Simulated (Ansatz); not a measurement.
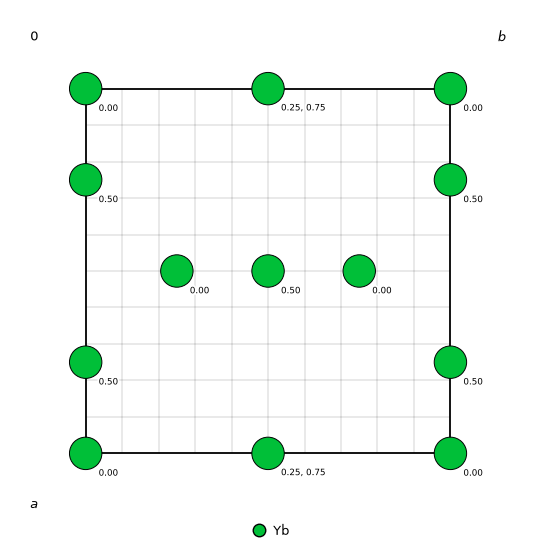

Plan of a unit cell projected along c (a down the page, b across); the numbers are heights as fractions of c, and atoms on the cell's edges are repeated. The grid marks tenths of a and b. Source: the input geometry of an electronic-structure calculation (not necessarily at equilibrium); the starting structure was generated, so it need not be a known form of this composition. All values are computed from the atomic coordinates in the standard setting (tolerance 0.002 Å).

a = 6.802 Å, b = 6.802 Å, c = 6.802 Å, α = 90.00°, β = 90.00°, γ = 90.00°.

Question: What does the cell contain?

Answer: 8 Yb: Yb, Z = 8.

Question: Which space group?

Answer: Pm-3n (No. 223), primitive cubic.

Question: Give the independent sites, coordinates to two places.

Answer:
```csv
atom,site,symmetry,x,y,z
Yb,2a,m-3.,0.00,0.00,0.00
Yb,6c,-4m.2,0.25,0.00,0.50
```
